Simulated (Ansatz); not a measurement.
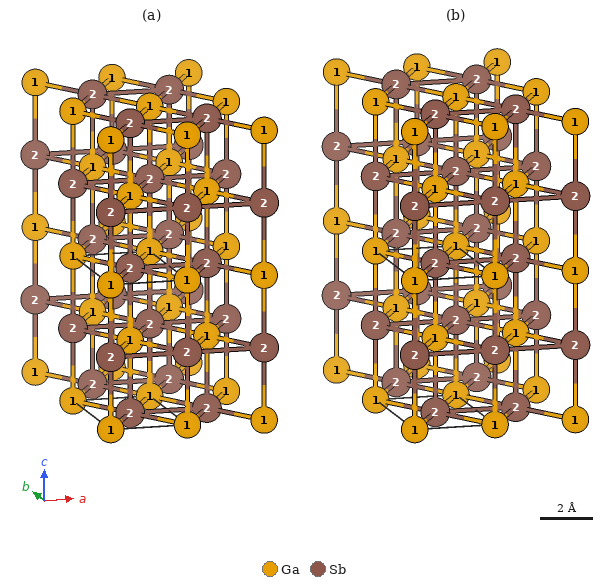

Left: a symmetric starting cell of GaSb. Right: the same structure after one change, at the same scale. Style: ball-and-stick. Shown: the conventional cell (2 times the calculation's cell), repeated 2 × 2 × 2 with one cell outlined, slightly off an axis. Lengths and directions refer to the drawn axes.

Method: DFT PBEsol, scalar-relativistic, plane waves, PAW in Ansatz. (plane-wave cutoff 420 eV; k-point mesh 16 × 16 × 16; occupations gaussian; smearing width 0.1 eV; no spin polarisation)

### What was changed?

The cell is strained by +4.8 % along a, +3.6 % along b, +2.9 % along c (volume +11.7 %), the atoms keeping their fractional coordinates. No relaxation follows. The starting cell wasn't computed here and needn't be at equilibrium, so pressure and forces aren't due to the change alone.

### And its effect?

Among the bonded contacts that change: Sb–Sb 3.112 → 3.260 Å, Ga–Sb 3.095 → 3.216 Å, Ga–Sb 2.893 → 2.976 Å. The space group stays Immm (No. 71). The pressure is −7.0 GPa (not all of it need come from the change, since the unchanged cell can be under pressure at this level too). The principal stresses (compression positive) are −6.6 GPa along a, −6.8 GPa along c, −7.5 GPa along b. All forces vanish by symmetry.
